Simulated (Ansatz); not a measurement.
# One crystal, many levels of theory: HgC2S2N2 (C2/m)

What gap does each level of theory give for HgC2S2N2 (C2/m), and in what time?

Calculated with Ansatz 0.2.0; density functionals, hybrids and G0W0, plane waves, PAW.

### 1. Set-up

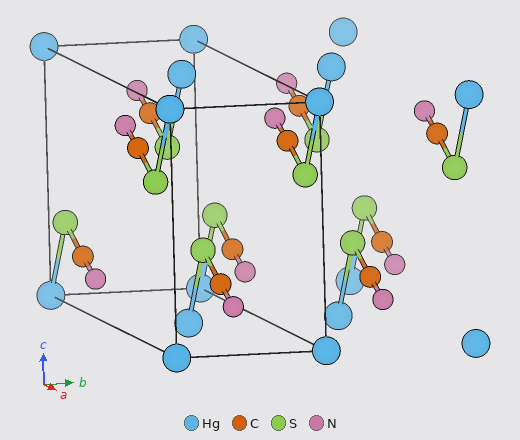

The cell as given, slightly off an axis (mercury blue, carbon orange, sulfur green, nitrogen pink). 1×2×1 cells are drawn. This picture shows the conventional cell, with its axes. Bonds to atoms that aren't drawn are left out. Some periodic images of atoms are drawn too.

Geometry: measured cell, ions relaxed with PBE. The runs that relaxed it are not among those shown. Spin-orbit coupling is left out unless a step names it.

The logs state that the PAW files were generated under PBE.

### 2. LDA on the 6×6×4 mesh

This step: DFT, LDA, plane waves, PAW; PAW set soft_1.

File input.yaml:

```yaml
crystal:
  lattice:
    - [5.439, -2.021, 0.0]
    - [5.439, 2.021, 0.0]
    - [-0.5921680587, 0.0, 6.4076955288]
  atoms:
    - { symbol: Hg, position: [0.0, 0.0, 0.0] }
    - { symbol: C, position: [0.2661513025, 0.2661513025, 0.2233405963] }
    - { symbol: C, position: [0.7338486975, 0.7338486975, 0.7766594037] }
    - { symbol: S, position: [0.1320101513, 0.1320101513, 0.3259806969] }
    - { symbol: S, position: [0.8679898487, 0.8679898487, 0.6740193031] }
    - { symbol: "N", position: [0.3633996325, 0.3633996325, 0.1569129335] }
    - { symbol: "N", position: [0.6366003675, 0.6366003675, 0.8430870665] }
kpoints:
  mp_grid: { grid: [6, 6, 4] }
  band_path:
    path:
      - [0.0, 0.0, 0.0]
      - [-0.28481191, 0.28481191, 0.0]
      - [-0.71518809, -0.28481191, 0.0]
      - [-0.5, -0.5, 0.0]
      - [-0.5, -0.5, 0.5]
      - [-0.72060342, -0.27939658, 0.5]
      - [-0.27939658, 0.27939658, 0.5]
      - [0.0, 0.0, 0.5]
    npoints: 1
hamiltonian:
  xc: lda
  pseudopotentials: { kind: paw, azcp: { folder: soft_1 }, xc_functional: pbe }
scf:
  occupations: { method: fixed }
  n_extra_bands: 6
output:
  eigenvalues: true
  forces: true
  stress: true
```

The run is started by

```console
ansatz run input.yaml --threads 3 --pin off --max-ram 92160MiB --backend cuda --events-out ev --progress --plain --runs-dir out --devices 1 --max-vram 13GiB
```

Numbers of over 12 decimals in the logs are rounded to 6 here.

What it wrote:

```text
scf.n_extra_bands = 6 over 25 filled bands (N_el = 50.0): the run solves 31 bands
GPUs: using 1 of 1 available (devices: 1).
Engine: ansatz 0.2.0, x86_64-unknown-linux-gnu
Pseudopotentials: kind: paw
Pseudopotential: Hg, paw, valence charge 20, recommended cutoff 420 eV (normal), soft_1/Hg.paw.azcp
Pseudopotential: C, paw, valence charge 4, recommended cutoff 420 eV (normal), soft_1/C.paw.azcp
Pseudopotential: S, paw, valence charge 6, recommended cutoff 420 eV (normal), soft_1/S.paw.azcp
Pseudopotential: N, paw, valence charge 5, recommended cutoff 420 eV (normal), soft_1/N.paw.azcp
Functional definition: SPW92
  exchange = slater_x
  correlation = pw_c
device memory: the entry about to start is reckoned to put 3.5 GiB on a device that reports 35.0 GiB free (of which the cap on the GPU budget leaves the run 13.0 GiB)
GPU FFT provider: cuFFT
GPU libraries: cuBLAS 13.8.2, cuFFT 12.4.0, cuSOLVER 12.3.4
Crystal: 7 atoms, lattice volume = 140.870 Å³
Basis set: ecut = 420 eV, 2761 PW (Γ)
Bands: 31, of which v1, the nominal top of the filled ones, is band 25 counted from 1 (24 counted from 0)
Symmetry: 4 space group operations
Space group: C2/m (ITA 12), of the structure as read, at distance tolerance 5.2e-5 Å
k-points: 47 of 144
Non-local potential: Hg, projectors of the file, l = 0: 3, l = 1: 2, l = 2: 2, l = 3: 1
Non-local potential: C, projectors of the file, l = 0: 2, l = 1: 2, l = 2: 1
Non-local potential: S, projectors of the file, l = 0: 2, l = 1: 2, l = 2: 1
Non-local potential: N, projectors of the file, l = 0: 2, l = 1: 2, l = 2: 1
PAW form: soft (Blöchl's): semilocal exchange-correlation on the pseudo side does not see the compensation charge
PAW frozen core: Hg, regenerated for the run's functional, and the local potential with it (the file was generated under x = pbe(κ = 0.804, μ = 0.219515), c = pbe(β = 0.066725))
PAW frozen core: C, regenerated for the run's functional, and the local potential with it (the file was generated under x = pbe(κ = 0.804, μ = 0.219515), c = pbe(β = 0.066725))
PAW frozen core: S, regenerated for the run's functional, and the local potential with it (the file was generated under x = pbe(κ = 0.804, μ = 0.219515), c = pbe(β = 0.066725))
PAW frozen core: N, regenerated for the run's functional, and the local potential with it (the file was generated under x = pbe(κ = 0.804, μ = 0.219515), c = pbe(β = 0.066725))
PAW one-centre angular grid: Hg, 590 points (default); XC on 64 Gauss nodes
PAW one-centre angular grid: C, 110 points (default); XC on 64 Gauss nodes
PAW one-centre angular grid: S, 110 points (default); XC on 64 Gauss nodes
PAW one-centre angular grid: N, 110 points (default); XC on 64 Gauss nodes
Initial density: superposition of atomic densities (chi_scale 0.1, normalization cell, long waves kept (reshape's long-wave potential 0.21 eV rms))
Initial wavefunctions: pseudopotential atomic-orbital guess
GPU buffer pool allocated for 72000 grid points (all kernels)
GPU transforms: local potential and band sums: pruned to the plane-wave sphere, on 40×40×45
Functional: x = slater, c = lda
SCF iter   1: F=—  HF=-16496.131758 eV  |F-HF|=—  |Δ(HF+E_count)|=         —  Δρ=7.30e-2  dr2=6.84e0  ethr=3.10e-3  ⟨swp⟩=5.0  Hψ=6324  notcnv=0  defer=154
preconditioner: auto → Resta (q_TF=auto, 2.296 Å⁻¹)  ε∞=4.2  [insulator: Δε(μ)=1.904 eV  Ē_g=11.335 eV  n_scr=24 (ndim 8)  ℏωp=20.3 eV  f_vac=0.054  ε∞_Penn≈4.2]
SCF iter   2: F=—  HF=-16494.178980 eV  |F-HF|=—  |Δ(HF+E_count)|=    1.95e0  Δρ=3.50e-2  dr2=1.04e0  ethr=3.10e-3  ⟨swp⟩=3.0  Hψ=3136  notcnv=0  defer=154
SCF iter   3: F=—  HF=-16493.883372 eV  |F-HF|=—  |Δ(HF+E_count)|=   2.96e-1  Δρ=1.42e-2  dr2=3.41e-1  ethr=2.08e-3  ⟨swp⟩=2.0  Hψ=2929  notcnv=0  defer=173
SCF iter   4: F=—  HF=-16493.807346 eV  |F-HF|=—  |Δ(HF+E_count)|=   7.60e-2  Δρ=4.68e-3  dr2=2.71e-2  ethr=6.83e-4  ⟨swp⟩=2.0  Hψ=2444  notcnv=0  defer=188
SCF iter   5: F=—  HF=-16493.802454 eV  |F-HF|=—  |Δ(HF+E_count)|=   4.89e-3  Δρ=1.16e-3  dr2=3.12e-3  ethr=5.42e-5  ⟨swp⟩=2.4  Hψ=2919  notcnv=0  defer=188
SCF iter   6: F=—  HF=-16493.802728 eV  |F-HF|=—  |Δ(HF+E_count)|=   2.74e-4  Δρ=2.79e-4  dr2=1.69e-4  ethr=6.24e-6  ⟨swp⟩=2.7  Hψ=2216  notcnv=0  defer=188
SCF iter   7: F=—  HF=-16493.802763 eV  |F-HF|=—  |Δ(HF+E_count)|=   3.50e-5  Δρ=5.86e-5  dr2=7.36e-6  ethr=3.37e-7  ⟨swp⟩=2.4  Hψ=2119  notcnv=0  defer=186
SCF iter   8: F=—  HF=-16493.802710 eV  |F-HF|=—  |Δ(HF+E_count)|=   5.31e-5  Δρ=1.46e-5  dr2=4.54e-7  ethr=1.47e-8  ⟨swp⟩=2.3  Hψ=2237  notcnv=0  defer=137
SCF iter   9: F=-16493.802710 eV  HF=-16493.802710 eV  |F-HF|=1.56e-8  |Δ(HF+E_count)|=   2.37e-7  Δρ=4.30e-6  dr2=3.49e-8  ethr=2.00e-10  ⟨swp⟩=13.9  Hψ=9040  notcnv=0
SCF 1 converged in 9 iterations: F = -16493.802710 eV  dr2 = 3.49e-8
[...]
device memory: the entry about to start is reckoned to put 2.0 GiB on a device that reports 35.0 GiB free (of which the cap on the GPU budget leaves the run 13.0 GiB)
NSCF: frozen V_eff on 8 k-points
SCF converged after 9 iterations
Free energy (F): -16493.802710 eV
Harris-Foulkes:  -16493.802710 eV  (|F-HF|=1.56e-8)
Internal energy: -16493.802710 eV  (E = F + TS)
E sigma→0 (E₀):  -16493.802710 eV
Fermi energy:    2.857335 eV
--- Per-component energies (eV) ---
  E_band       = -720.720438
  E_kinetic    = 1202.478336
  E_local      = -5546.727492  (includes V_loc(G=0)·N_el)
  E_nonlocal   = 289.430254
  E_hartree    = 2270.149970
  E_xc         = -584.427806
  E_vxc        = -664.856332  (∫ρ·V_xc dr)
  E_paw        = -11243.855731  (= ΣΔE_a)
  E_vpaw       = -541.342884  (= ΣTr[D̂ρ^β])
  E_aug_tail   = 0.002050  (compensation charges beyond the density's cutoff)
  E_ewald      = -2882.020586
  E_core_change = 1.168293  (= ΣΔE_core)
  E_smearing   = -0.000000  (= −TS)
  E_closure    = -0.000000  (closes the sum)
  Σ components = -16493.802710   (vs F -16493.802710, Δ=0.00e0)
--- Forces (eV/Å), atoms counted from 1 ---
  atom   1  Hg     0.00000000     0.00000000     0.00000000
  atom   2  C      0.19912616    -0.00000000    -0.12744943
  atom   3  C     -0.19912616     0.00000000     0.12744943
  atom   4  S      0.18827730    -0.00000000    -0.43013980
  atom   5  S     -0.18827730     0.00000000     0.43013980
  atom   6  N     -0.39198956     0.00000000     0.07689477
  atom   7  N      0.39198956    -0.00000000    -0.07689477
  max |Σ_I F_I| component: 0.00e0 eV/Å
--- Stress (GPa, compression-positive) ---
       -4.785656       0.000000       0.355113
        0.000000      -1.942447      -0.000000
        0.355110      -0.000000      -2.983179
  P = ⅓ Tr σ = -3.2371 GPa (-32.371 kbar)
--- Band table (eV; the first three rows and the last of 47) ---
  k-point 0: bands = [... 21 lower, 0.9194, 1.8559, 2.0658, 2.7205, 4.8803, 6.8594, 7.0311, 7.9832, ... 2 higher]
  k-point 1: bands = [... 21 lower, 1.0436, 1.8286, 2.0603, 2.7293, 5.2996, 7.0022, 7.1520, 8.0835, ... 2 higher]
  k-point 2: bands = [... 21 lower, 1.1763, 1.7830, 2.0558, 2.7369, 5.7689, 6.9964, 7.5635, 8.2308, ... 2 higher]
  k-point 46: bands = [... 21 lower, 1.5148, 1.6434, 2.7217, 2.7286, 5.5598, 7.3178, 7.4609, 7.8022, ... 2 higher]
```

The job ended after 3.8 s (1 × NVIDIA H100 80GB HBM3 (shared by 6 runs) with 3 threads of AMD EPYC 7R13 (Zen 3), shared host; peak memory 0.96 GiB).

This step gave:

| Property | Result |
| --- | --- |
| pressure | -3.237 GPa |
| gap | 2.023 eV |
| valence top at | Y_2 |
| conduction bottom at | Γ |
| least direct gap | 2.160 eV |

Over mesh and listed points the gap is 2.023 eV, from k = (-0.500, -0.500, 0.000) to k = Γ. The least direct gap found is 2.160 eV, at k = Γ.

### 3. PBEsol on the 6×6×4 mesh

This step: DFT, PBEsol, plane waves, PAW; PAW set soft_1.

input.yaml: that of step 2 with these lines changed.

```diff
@@ -27,3 +27,3 @@
 hamiltonian:
-  xc: lda
+  xc: pbesol
   pseudopotentials: { kind: paw, azcp: { folder: soft_1 }, xc_functional: pbe }
```

What it wrote:

```text
[...]
GPUs: using 1 of 1 available (devices: 1).
[...]
GPU FFT provider: cuFFT
GPU libraries: cuBLAS 13.8.2, cuFFT 12.4.0, cuSOLVER 12.3.4
Crystal: 7 atoms, lattice volume = 140.870 Å³
Basis set: ecut = 420 eV, 2761 PW (Γ), exchange–correlation on 80×80×90 points (8 copies of the dense FFT grid, shifted against one another)
Bands: 31, of which v1, the nominal top of the filled ones, is band 25 counted from 1 (24 counted from 0)
Symmetry: 4 space group operations
[...]
k-points: 47 of 144
[...]
GPU buffer pool allocated for 72000 grid points (all kernels)
[...]
SCF iter   1: F=—  HF=-16689.792658 eV  |F-HF|=—  |Δ(HF+E_count)|=         —  Δρ=7.21e-2  dr2=6.66e0  ethr=3.10e-3  ⟨swp⟩=5.0  Hψ=6335  notcnv=0  defer=149
[...]
atom   2  C     -0.11009576    -0.00000000    -0.00920239
  atom   3  C      0.11009576     0.00000000     0.00920239
  atom   4  S      0.02720449    -0.00000000    -0.23704426
  atom   5  S     -0.02720449     0.00000000     0.23704426
  atom   6  N      0.06915019     0.00000000    -0.06427570
  atom   7  N     -0.06915019    -0.00000000     0.06427570
  max |Σ_I F_I| component: 1.39e-17 eV/Å
--- Stress (GPa, compression-positive) ---
       -1.085329      -0.000000      -0.288176
       -0.000000      -0.345998      -0.000000
       -0.288177      -0.000000      -0.834204
  P = ⅓ Tr σ = -0.7552 GPa (-7.552 kbar)
--- Band table (eV; the first three rows and the last of 47) ---
  k-point 0: bands = [... 21 lower, 1.1349, 2.0470, 2.2545, 2.9044, 5.1632, 7.1306, 7.3804, 8.2351, ... 2 higher]
  k-point 1: bands = [... 21 lower, 1.2587, 2.0169, 2.2501, 2.9124, 5.5709, 7.3304, 7.4302, 8.3338, ... 2 higher]
  k-point 2: bands = [... 21 lower, 1.3913, 1.9687, 2.2467, 2.9192, 6.0248, 7.3236, 7.8166, 8.4781, ... 2 higher]
  k-point 46: bands = [... 21 lower, 1.7219, 1.8356, 2.8998, 2.9148, 5.8296, 7.5877, 7.7177, 8.0833, ... 2 higher]
[key lines of the parts left out:]
SCF converged after 10 iterations
Free energy (F): -16687.687398 eV
Fermi energy:    3.037187 eV
```

Run time: 8.6 s. Hardware: 1 × NVIDIA H100 80GB HBM3 (shared by 6 runs) with 3 threads; peak memory 0.93 GiB.

Numbers from this step:

| Item | Value |
| --- | --- |
| pressure | -0.7552 GPa |
| gap | 2.126 eV |
| valence top at | Y_2 |
| conduction bottom at | Γ |
| least direct gap | 2.259 eV |

Over mesh and listed points the gap is 2.126 eV, from k = (-0.500, -0.500, 0.000) to k = Γ. The least direct gap found is 2.259 eV, at k = Γ. PBEsol against LDA: 2.126 − 2.023 = +0.103 eV, with the same mesh, files and cutoff, and both edges at the same k points.

### 4. PBE on the 6×6×4 mesh

Levels along a band path and on the mesh show where this functional puts the band edges.

This step: DFT, PBE, plane waves, PAW; PAW set soft_1.

File input.yaml:

```yaml
crystal:
  lattice:
    - [5.439, -2.021, 0.0]
    - [5.439, 2.021, 0.0]
    - [-0.5921680587, 0.0, 6.4076955288]
  atoms:
    - { symbol: Hg, position: [0.0, 0.0, 0.0] }
    - { symbol: C, position: [0.2661513025, 0.2661513025, 0.2233405963] }
    - { symbol: C, position: [0.7338486975, 0.7338486975, 0.7766594037] }
    - { symbol: S, position: [0.1320101513, 0.1320101513, 0.3259806969] }
    - { symbol: S, position: [0.8679898487, 0.8679898487, 0.6740193031] }
    - { symbol: "N", position: [0.3633996325, 0.3633996325, 0.1569129335] }
    - { symbol: "N", position: [0.6366003675, 0.6366003675, 0.8430870665] }
kpoints:
  mp_grid: { grid: [6, 6, 4] }
  band_path:
    path:
      - [[0.0, 0.0, 0.0], [-0.28481191, 0.28481191, 0.0]]
      - [[-0.71518809, -0.28481191, 0.0], [-0.5, -0.5, 0.0], [0.0, 0.0, 0.0], [-0.5, -0.5, 0.5], [-0.72060342, -0.27939658, 0.5]]
      - [[-0.27939658, 0.27939658, 0.5], [0.0, 0.0, 0.5], [0.0, 0.0, 0.0]]
      - [[-0.5, 0.0, 0.5], [0.0, 0.0, 0.0], [-0.5, 0.0, 0.0]]
    npoints: 10
hamiltonian:
  xc: pbe
  pseudopotentials: { kind: paw, azcp: { folder: soft_1 } }
scf:
  occupations: { method: fermi_dirac, width: 0.02 }
  n_extra_bands: 6
output:
  eigenvalues: true
  forces: true
  stress: true
  write_density: true
  write_potential: true
  elf: true
  volumetric_format: npy
```

What it wrote:

```text
[...]
GPUs: using 1 of 1 available (devices: 1).
[...]
GPU FFT provider: cuFFT
GPU libraries: cuBLAS 13.8.2, cuFFT 12.4.0, cuSOLVER 12.3.4
Crystal: 7 atoms, lattice volume = 140.870 Å³
Basis set: ecut = 420 eV, 2761 PW (Γ), exchange–correlation on 80×80×90 points (8 copies of the dense FFT grid, shifted against one another)
[...]
k-point 0: bands = [... 21 lower, 1.2392, 2.1136, 2.3348, 2.9712, 5.3104, 7.2754, 7.5184, 8.3312, ... 2 higher]
  k-point 1: bands = [... 21 lower, 1.3583, 2.0809, 2.3318, 2.9776, 5.7055, 7.4619, 7.5710, 8.4277, ... 2 higher]
  k-point 2: bands = [... 21 lower, 1.4888, 2.0298, 2.3297, 2.9830, 6.1424, 7.4468, 7.9497, 8.5686, ... 2 higher]
  k-point 46: bands = [... 21 lower, 1.8115, 1.9040, 2.9633, 2.9819, 5.9601, 7.7101, 7.8330, 8.2045, ... 2 higher]
[key lines of the parts left out:]
SCF converged after 9 iterations
Free energy (F): -16887.321084 eV
Fermi energy:    4.208512 eV
P = ⅓ Tr σ = 1.3949 GPa (13.949 kbar)
```

Wall time 9.5 s (1 × NVIDIA H100 80GB HBM3 (shared by 6 runs) with 3 threads); peak memory 1 GiB.

This step gave:

```yaml
pressure: 1.395 GPa
gap: 2.210 eV
valence_top_at: Y_2
conduction_bottom_at: Γ
least_direct_gap: 2.339 eV
```

Over mesh and path the gap is 2.210 eV, from k = (-0.500, -0.500, 0.000) to k = Γ. The least direct gap found is 2.339 eV, at k = Γ. PBE against PBEsol: 2.210 − 2.126 = +0.084 eV, with the same mesh, files and cutoff, and both edges at the same k points.

### 5. PBE+SOC on the 6×6×4 mesh

This run has two-component orbitals with spin-orbit coupling.

This step: DFT, PBE with spin-orbit coupling, plane waves, PAW; PAW set soft_1.

File input.yaml:

```yaml
crystal:
  lattice:
    - [5.439, -2.021, 0.0]
    - [5.439, 2.021, 0.0]
    - [-0.5921680587, 0.0, 6.4076955288]
  atoms:
    - { symbol: Hg, position: [0.0, 0.0, 0.0] }
    - { symbol: C, position: [0.2661513025, 0.2661513025, 0.2233405963] }
    - { symbol: C, position: [0.7338486975, 0.7338486975, 0.7766594037] }
    - { symbol: S, position: [0.1320101513, 0.1320101513, 0.3259806969] }
    - { symbol: S, position: [0.8679898487, 0.8679898487, 0.6740193031] }
    - { symbol: "N", position: [0.3633996325, 0.3633996325, 0.1569129335] }
    - { symbol: "N", position: [0.6366003675, 0.6366003675, 0.8430870665] }
kpoints:
  mp_grid: { grid: [6, 6, 4] }
  band_path:
    path:
      - [0.0, 0.0, 0.0]
      - [-0.28481191, 0.28481191, 0.0]
      - [-0.71518809, -0.28481191, 0.0]
      - [-0.5, -0.5, 0.0]
      - [-0.5, -0.5, 0.5]
      - [-0.72060342, -0.27939658, 0.5]
      - [-0.27939658, 0.27939658, 0.5]
      - [0.0, 0.0, 0.5]
    npoints: 1
hamiltonian:
  xc: pbe
  pseudopotentials: { kind: paw_fr, azcp: { folder: soft_1 } }
scf:
  occupations: { method: fixed }
  n_extra_bands: 12
magnetization:
  noncollinear: true
  spin_orbit: true
output:
  eigenvalues: true
  forces: true
  stress: true
```

What it wrote:

```text
[...]
GPUs: using 1 of 1 available (devices: 1).
[...]
non-collinear run that drives no moment, with spin-orbit: no starting moment large enough to seed its density (crystal.atoms[].spin), no starting occupations that ask for one, no magnetisation constraint and no magnetic field, so the semilocal B_xc is pinned to zero
[...]
k-point 0: bands = [... 46 lower, 2.3262, 2.3262, 2.9796, 2.9796, 5.3186, 5.3186, 7.2362, 7.2362, ... 8 higher]
  k-point 1: bands = [... 46 lower, 2.3232, 2.3232, 2.9861, 2.9861, 5.7128, 5.7128, 7.4480, 7.4480, ... 8 higher]
  k-point 2: bands = [... 46 lower, 2.3212, 2.3212, 2.9917, 2.9917, 6.1514, 6.1514, 7.4348, 7.4348, ... 8 higher]
  k-point 46: bands = [... 46 lower, 2.9598, 2.9598, 2.9898, 2.9898, 5.9673, 5.9673, 7.6240, 7.6240, ... 8 higher]
[key lines of the parts left out:]
SCF converged after 10 iterations
Magnetization: |M| = 0.0000 μB,  M = (+0.0000, +0.0000, +0.0000) μB
Free energy (F): -16928.012387 eV
Fermi energy:    3.107879 eV
P = ⅓ Tr σ = 1.2431 GPa (12.431 kbar)
```

Wall time 11 s (1 × NVIDIA H100 80GB HBM3 (shared by 6 runs) with 3 threads); peak memory 1 GiB.

This step gave:

| Quantity | Value |
| --- | --- |
| pressure | 1.243 GPa |
| gap | 2.211 eV |
| valence top at | Y_2 |
| conduction bottom at | Γ |
| least direct gap | 2.339 eV |

Over mesh and listed points the gap is 2.211 eV, from k = (-0.500, -0.500, 0.000) to k = Γ. The least direct gap found is 2.339 eV, at k = Γ. PBE+SOC against PBE: 2.211 − 2.210 = +0.001 eV, with the same mesh, set of files (read in its fully relativistic form for the spin-orbit run) and cutoff, and both edges at the same k points. The spin-orbit run sees mesh and listed points alone, so its gap is an upper bound: the coupling can move an edge off these points, and the change over the zone, its sign included where it is small, is not known.

### 6. r2SCAN on the 6×6×4 mesh

r2SCAN is a meta-GGA: it depends on the kinetic-energy density as well as on the density and its gradient.

This step: DFT, r2SCAN, plane waves, PAW; PAW set soft_1.

input.yaml: that of step 5 with these lines changed.

```diff
@@ -27,10 +27,7 @@
 hamiltonian:
-  xc: pbe
-  pseudopotentials: { kind: paw_fr, azcp: { folder: soft_1 } }
+  xc: r2scan
+  pseudopotentials: { kind: paw, azcp: { folder: soft_1 } }
 scf:
   occupations: { method: fixed }
-  n_extra_bands: 12
-magnetization:
-  noncollinear: true
-  spin_orbit: true
+  n_extra_bands: 6
 output:
```

What it wrote:

```text
[...]
GPUs: using 1 of 1 available (devices: 1).
[...]
GPU FFT provider: cuFFT
GPU libraries: cuBLAS 13.8.2, cuFFT 12.4.0, cuSOLVER 12.3.4
Crystal: 7 atoms, lattice volume = 140.870 Å³
Basis set: ecut = 500 eV, 3585 PW (Γ), exchange–correlation on 180×180×192 points (64 copies of the dense FFT grid, shifted against one another)
[...]
k-point 0: bands = [... 21 lower, 0.9194, 1.7744, 2.0225, 2.6693, 5.3340, 7.3463, 7.5970, 8.4746, ... 2 higher]
  k-point 1: bands = [... 21 lower, 1.0409, 1.7356, 2.0215, 2.6742, 5.7347, 7.5412, 7.6573, 8.5770, ... 2 higher]
  k-point 2: bands = [... 21 lower, 1.1805, 1.6739, 2.0214, 2.6781, 6.1787, 7.5237, 8.0565, 8.7291, ... 2 higher]
  k-point 46: bands = [... 21 lower, 1.5011, 1.5596, 2.6602, 2.6828, 5.9977, 7.8123, 7.9687, 8.3139, ... 2 higher]
[key lines of the parts left out:]
SCF converged after 10 iterations
Free energy (F): -16912.242647 eV
Fermi energy:    2.801466 eV
P = ⅓ Tr σ = -1.0331 GPa (-10.331 kbar)
```

The job ended after 7 s (1 × NVIDIA H100 80GB HBM3 (shared by 6 runs) with 3 threads; peak memory 1.2 GiB).

This step gave:

```
pressure             : -1.033 GPa
gap                  : 2.533 eV
valence top at       : Y_2
conduction bottom at : Γ
least direct gap     : 2.665 eV
```

Over mesh and listed points the gap is 2.533 eV, from k = (-0.500, -0.500, 0.000) to k = Γ. The least direct gap found is 2.665 eV, at k = Γ. r2SCAN against PBE: 2.533 − 2.210 = +0.323 eV. The runs also differ in plane-wave cutoff (420 eV and 500 eV), so how much of this comes from the functional alone is not known.

[end of part 1 of 2]

[Paths, hosts, dates, memory and timing lines, banners, echoed tables and standing remarks are left out of the program output.]

[Logs are printed without paths, hosts, clocks, repeated set-up lines and the standing remarks that a program may print on its own settings, such as how far it seeks lower states.]

[Runs of the session that timed out or met a known fault of the program may be left out.]

[Cells called generated may have been cut or substituted from an entry of the Crystallography Open Database or the Materials Project.]

[Hosts, paths, dates, database ids (printed as entryN), source tags and the programs' standing remarks are cut or masked in the printed files.]

[Where an RPA ε∞ is given, it is that of the G0W0 mesh and is not shown converged in it. Names of k-points follow the symmetry that the program found, which can be lower than the space group named. Band edges on a path are those of the sampled points; other points can move an edge, and change direct to indirect where valleys lie close.]

[Hybrid gaps are those of their k-mesh and are not shown converged in it.]
